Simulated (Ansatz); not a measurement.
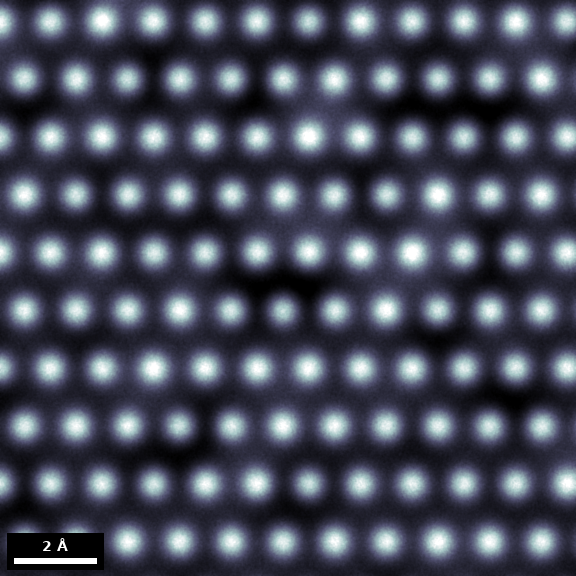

Z-contrast image of Co (Im-3m, No. 229). The image is simulated as a sum over atoms of Z^1.7, blurred by a 0.62 Å probe (no channelling). The probe carries 15 % of its weight in a tail 2.5 times as wide. Shot noise and the speckle of an amorphous layer were added. Structure: the input geometry of a calculation; the starting structure was generated, so it need not be a known form of this composition.

```
CELL_PARAMETERS angstrom
2.80949 0.00000 0.00000
0.00000 2.80949 0.00000
0.00000 0.00000 2.80949
ATOMIC_POSITIONS crystal
Co 0.00000 0.00000 0.00000
Co 0.50000 0.50000 0.50000
```

Question: Along which zone axis is the crystal seen: [111], [210], [211] or [001]? (Directions equivalent by symmetry count as one.)

Answer: [210]. The projected cells are 2.29 × 2.29 Å, 120° for [111]; 1.26 × 1.54 Å, 114° for [210]; 0.81 × 1.99 Å, 90° for [211]; 1.99 × 1.99 Å, 90° for [001], and the image repeats as the [210] one does.
